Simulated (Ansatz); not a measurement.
# BN (P6_3mc): refractive index against wavelength

The refractive index of BN (P6_3mc) along x below the direct gap (8.36 eV on the mesh) is read from one computed spectrum, n = √(Re ε). x, y and z are the Cartesian axes of the input cell.

Cell: a, b, c = 2.536, 2.536, 4.199 Å (primitive vectors), 4 atoms.

Method: Ansatz 0.2.0, PBE, independent particles, k-mesh 12×12×6 with interpolation inside its cells, Gaussian parameter 0.1 eV.

Launch of the response step: `ansatz run input.yaml --threads 4 --pin off --max-ram 8192MiB --backend cpu --events-out ev --progress --plain --runs-dir out`. The run took 15 s, on 4 threads of Intel(R) Xeon(R) Platinum 8488C (Sapphire Rapids), on a shared host.

```
wavelength (nm)  photon energy E (eV)       n
            532                 2.331  2.1863
            450                 2.755  2.1986
            405                 3.061       ?
            365                 3.397  2.2220
            308                 4.025  2.2514
            266                 4.661  2.2887
            248                 4.999  2.3123
```

In the single-oscillator model n² − 1 = E₀E_d/(E₀² − E²), so 1/(n² − 1) = E₀/E_d − E²/(E₀E_d) is linear in E².

Working, on the rows shown:

| x = E² (eV²) | y = 1/(n² − 1) |
| --- | --- |
| 5.43137 | 0.264557 |
| 7.59115 | 0.260835 |
| 11.5384 | 0.253982 |
| 16.2043 | 0.245773 |
| 21.7255 | 0.235952 |
| 24.9936 | 0.230058 |

Means: x̄ = 14.581, ȳ = 0.24853. Σ(x − x̄)(y − ȳ) = -0.5359, Σ(x − x̄)² = 303.9. Slope = -0.5359 / 303.9 = -0.001763; intercept = ȳ − slope · x̄ = 0.27424. Turned back into n, the line misses the rows shown by at most 0.00044.

Q: Predict the last column of the withheld row from the fit.

A: At x = 9.3718 the line gives y = 0.25771, that is 2.2091. The run gave 2.2090, so the interpolation is off by 0.00014, 0.1 % of the range in the table.

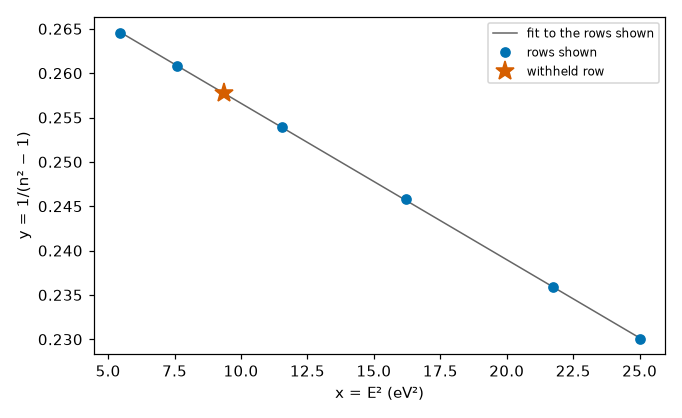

Refitted with all rows, the slope is -0.001764 and the intercept 0.27425. These give E₀ = √(intercept/−slope) = 12.47 eV and E_d = E₀/intercept = 45.5 eV; E₀ is 1.5 times the direct gap. The electronic limit at long wavelengths, without lattice vibrations, is n = √(1 + 1/intercept) = 2.156. The cell comes from an older database entry, whose edges can be off by a per cent or so. Excitons are left out and so are local fields; PBE gaps are as a rule too small.

[Logs are printed without paths, hosts, clocks, repeated set-up lines and the standing remarks that a program may print on its own settings, such as how far it seeks lower states.]
